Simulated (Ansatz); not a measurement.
CoSi₂: geometry relaxation (part 2 of 2)

Continued. System: CoSi₂ (Fm-3m, 3 atoms in the cell). Method: DFT PBEsol, scalar-relativistic, plane waves, PAW, no spin polarisation (Ansatz 0.2.0); cutoff 420 eV, 14×14×14 k-mesh, Gaussian smearing of 0.1 eV. The structure derives from an entry of the Crystallography Open Database.

Geometry of the input (Å; fractional positions):
```
0.0000  2.6780  2.6780
2.6780  0.0000  2.6780
2.6780  2.6780  0.0000
Co 0.0000  0.0000  0.0000
Si 0.2500  0.2500  0.2500
Si 0.7500  0.7500  0.7500
```

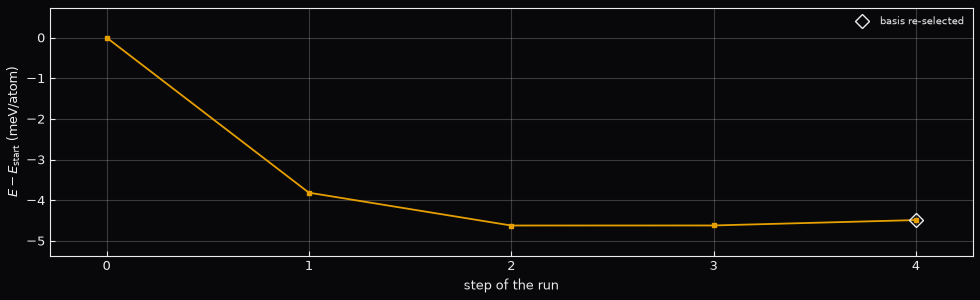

*Progress of the relaxation, step by step (the first geometry is step 0 here and step 1 in the log).*

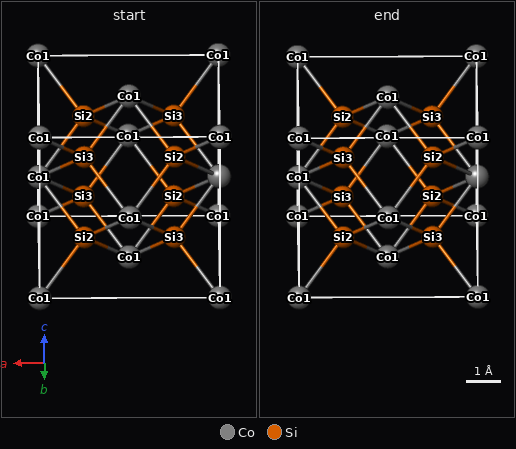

*Before (left) and after (right) the relaxation, at one scale (ball-and-stick view of the cell 4 times as large as that of the calculation, set on its symmetry axes, seen at an oblique angle).*

Over 3 geometry steps the energy falls by 4.6 meV per atom. All forces vanish by symmetry, so only the cell relaxes. The pressure goes from −4.52 to −0.02 GPa. The atoms keep their places relative to the cell (all moves are under 0.005 Å). Cell: a = b = c 5.356 → 5.312 Å (−0.8 %). Volume −2.4 %. Distances before and after: Co1–Si2 2.319 → 2.300 Å. The space group stays Fm-3m (No. 225). A last SCF at the same geometry on a re-selected plane-wave basis shifts the energy by +0.1 meV per atom. (Atoms are counted from 1 in the order of the input.)

```
basis re-selected at this cell: Δ(F+E_penalty+E_count) = +3.978e-4 eV, ΔP = -0.021 GPa vs the last step (what re-selecting the basis moved, of the pressure what is left beyond the Pulay correction that the steps carried, after the strain that the cell walked since its last selection, with what the two solves' SCF thresholds leave and, on support functions, any second-order correction that the steps lacked; it is no measure of the basis error at this ecutwfc). This SCF's stress stands 1.92e-2 GPa from its target on what of the cell is left free (relax.cell.stress_tol is 5.00e-2 GPa) and its largest allowed force component is 1.73e-16 eV/Å (relax.f_tol is 5.00e-3 eV/Å): within both
SCF converged after 6 iterations
Free energy (F): -6337.723057 eV
Harris-Foulkes:  -6337.723057 eV  (|F-HF|=6.37e-12)
Internal energy: -6337.717943 eV  (E = F + TS)
E sigma→0 (E₀):  -6337.720500 eV
Entropy (-TS):   -0.005114 eV (-1.705 meV/atom)
Fermi energy:    13.195066 eV
--- Per-component energies (eV) ---
  E_band       = -276.961994
  E_kinetic    = 549.734321
  E_local      = -4069.601370  (includes V_loc(G=0)·N_el)
  E_nonlocal   = 503.770549
  E_hartree    = 1770.337585
  E_xc         = -272.858579
  E_vxc        = -305.925024  (∫ρ·V_xc dr)
  E_paw        = -2481.871129  (= ΣΔE_a)
  E_vpaw       = -495.615894  (= ΣTr[D̂ρ^β])
  E_aug_tail   = 0.000074  (compensation charges beyond the density's cutoff)
  E_ewald      = -2337.480934
  E_core_change = 0.251541  (= ΣΔE_core)
  E_smearing   = -0.005114  (= −TS)
  E_closure    = 0.000000  (closes the sum)
  Σ components = -6337.723057   (vs F -6337.723057, Δ=0.00e0)
--- Forces (eV/Å), atoms counted from 1 ---
  atom   1  Co     0.00000000     0.00000000    -0.00000000
  atom   2  Si    -0.00000000     0.00000000     0.00000000
  atom   3  Si     0.00000000    -0.00000000    -0.00000000
  max |Σ_I F_I| component: 3.70e-17 eV/Å
--- Stress (GPa, compression-positive) ---
       -0.019240      -0.000000       0.000000
       -0.000000      -0.019240      -0.000000
        0.000000       0.000000      -0.019240
  P = ⅓ Tr σ = -0.0192 GPa (-0.192 kbar)
--- Band table (eV; the first three rows and the last of 104) ---
  k-point 0: bands = ["-81.3111", "-44.7711", "-44.7711", "-44.7711", "-0.1429", "8.9788", "8.9788", "8.9788", "11.1920", "11.1920", "14.1983", "16.5930", "16.5930", "16.5930", "16.7253", "16.7253", "16.7253"]
  k-point 1: bands = ["-81.3111", "-44.7712", "-44.7711", "-44.7711", "-0.0637", "8.7918", "9.0071", "9.0071", "11.1671", "11.1671", "14.2454", "15.3944", "16.0022", "16.0022", "17.3509", "17.3509", "18.0049"]
  k-point 2: bands = ["-81.3111", "-44.7716", "-44.7712", "-44.7712", "0.1727", "8.2759", "9.0870", "9.0870", "11.1074", "11.1074", "13.6966", "15.0518", "15.3693", "15.3693", "17.7164", "17.7164", "18.4224"]
  k-point 103: bands = ["-81.3111", "-44.7732", "-44.7728", "-44.7721", "4.7546", "5.2658", "6.6952", "7.3659", "10.6414", "10.9186", "11.1430", "11.6666", "12.4536", "16.3692", "17.5918", "18.4673", "20.4387"]
--- Relaxed structure (4 steps of the walk, 4 accepted, 1 SCFs on fresh bases) ---
  F+E_penalty+E_count = -6337.72305683 eV   max|allowed force component| = 1.727e-16 eV/Å   (the final SCF, on the basis selected at the relaxed cell)
  cell:  # Å, volume = 37.4827 Å³
    - [1.528611608111473e-34, 2.6562384263920253, 2.6562384263920253]
    - [2.6562384263920253, 3.7817214482367353e-35, 2.6562384263920253]
    - [2.6562384263920253, 2.6562384263920253, -1.130535669798709e-34]
  atoms:
    - { symbol: Co, position: [4.4073966266329965e-35, -4.282541198116481e-35, -7.528782339545883e-35] }
    - { symbol: Si, position: [0.25, 0.25, 0.25] }
    - { symbol: Si, position: [0.75, 0.75, 0.75] }
```

Trajectory as extended XYZ (Å, eV, eV/Å), 5 frames, from step=1 to step=5:
```
3
Lattice="0.0000 2.6780 2.6780 2.6780 0.0000 2.6780 2.6780 2.6780 0.0000" Properties=species:S:1:pos:R:3:forces:R:3 step=1 energy=-6337.70959 pressure_GPa=-4.52
Co    0.0000    0.0000    0.0000    0.0000   0.0000   0.0000
Si    1.3390    1.3390    1.3390    0.0000   0.0000   0.0000
Si    4.0170    4.0170    4.0170    0.0000   0.0000   0.0000
3
Lattice="0.0000 2.6650 2.6650 2.6650 0.0000 2.6650 2.6650 2.6650 0.0000" Properties=species:S:1:pos:R:3:forces:R:3 step=2 energy=-6337.72103 pressure_GPa=-1.90
Co    0.0000    0.0000    0.0000    0.0000   0.0000   0.0000
Si    1.3325    1.3325    1.3325    0.0000   0.0000   0.0000
Si    3.9976    3.9976    3.9976    0.0000   0.0000   0.0000
3
Lattice="0.0000 2.6559 2.6559 2.6559 0.0000 2.6559 2.6559 2.6559 0.0000" Properties=species:S:1:pos:R:3:forces:R:3 step=3 energy=-6337.72346 pressure_GPa=0.08
Co    0.0000    0.0000    0.0000    0.0000   0.0000   0.0000
Si    1.3279    1.3279    1.3279    0.0000   0.0000   0.0000
Si    3.9838    3.9838    3.9838    0.0000   0.0000   0.0000
3
Lattice="0.0000 2.6562 2.6562 2.6562 0.0000 2.6562 2.6562 2.6562 0.0000" Properties=species:S:1:pos:R:3:forces:R:3 step=4 energy=-6337.72346 pressure_GPa=0.00
Co    0.0000    0.0000    0.0000    0.0000   0.0000   0.0000
Si    1.3281    1.3281    1.3281    0.0000   0.0000   0.0000
Si    3.9844    3.9844    3.9844    0.0000   0.0000   0.0000
3
Lattice="0.0000 2.6562 2.6562 2.6562 0.0000 2.6562 2.6562 2.6562 0.0000" Properties=species:S:1:pos:R:3:forces:R:3 step=5 energy=-6337.72306 pressure_GPa=-0.02
Co    0.0000    0.0000    0.0000    0.0000   0.0000   0.0000
Si    1.3281    1.3281    1.3281    0.0000   0.0000   0.0000
Si    3.9844    3.9844    3.9844    0.0000   0.0000   0.0000
```

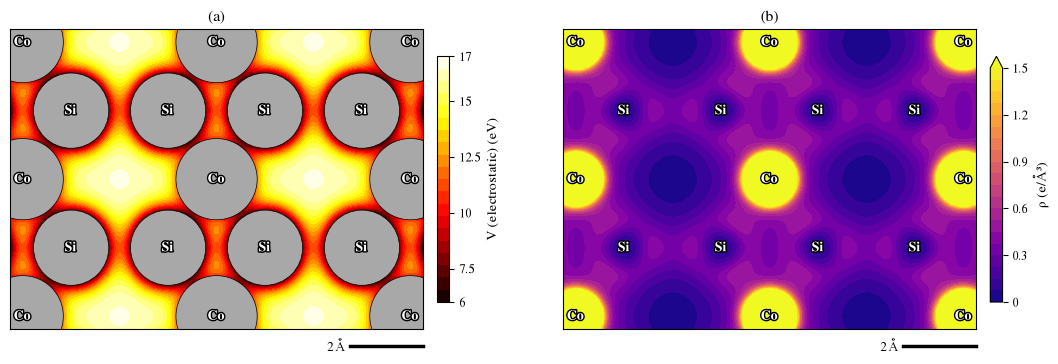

*(a) electrostatic potential energy of an electron; (b) valence electron density on the (110) plane of the conventional cell. Grey discs, where drawn, cover atomic cores.*

Co–Si (2.30 Å): the density is about 0.51 e/Å³ at the midpoint. Away from the nuclei the density in this plane falls to 0.04 e/Å³ at its lowest. Outside the cores the potential energy rises away from the atoms and is highest about 2.3 Å from the nearest atoms; outside the discs it spans about 10 eV, and its zero is arbitrary. The fields are those of the smooth PAW valence density.

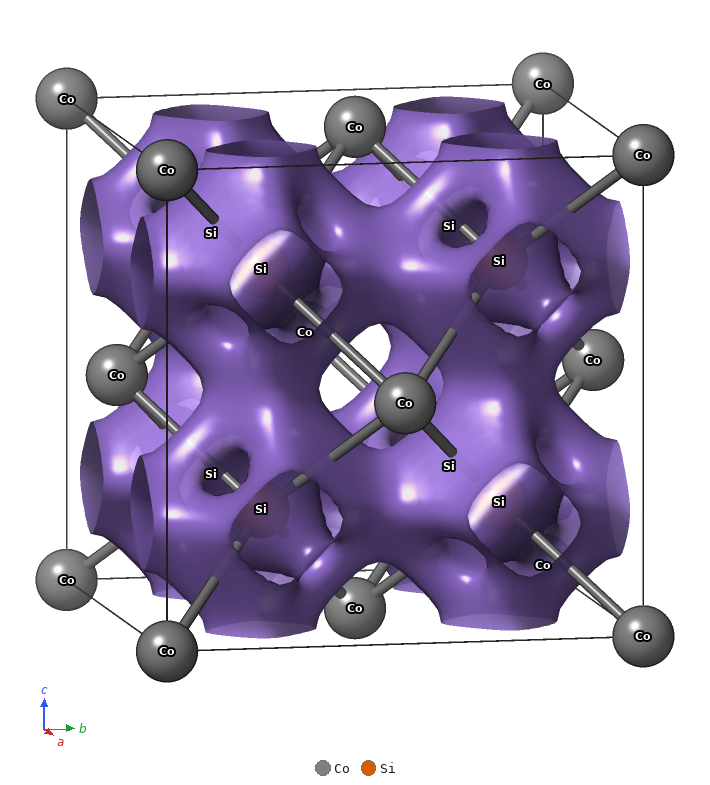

*Isosurface of the ELF at 0.5 (purple), seen slightly off an axis. Only the valence region is drawn (cores and ρ < 0.01 e/Å³ removed). Sticks mark near contacts. The outline is the cell set on symmetry axes.*

Along the contacts the grid gives the following. Co–Si (2.30 Å): the ELF is about 0.50 at the midpoint.

Summary:

| quantity | value |
| --- | --- |
| outcome | converged |
| space group (tolerance 0.01 Å) | Fm-3m (225) |
| electrons treated | 25 |
| free energy | −6337.7231 eV |
| Fermi energy | 13.195 eV |
| gap on the k-point mesh | none (metallic) |
| pressure | −0.02 GPa |
| final volume | 37.48 Å³ |
| largest force (length of the vector) at the end | under 0.001 eV/Å |
| final cell | a = 3.756 Å, b = 3.756 Å, c = 3.756 Å, α = 60.00°, β = 60.00°, γ = 60.00° |
| wall time | 5.1 s (CPU time 19 s) |
| peak memory | 0.4 GiB |

Remarks:

The run has no spin polarisation, so a magnetic state may lie lower.
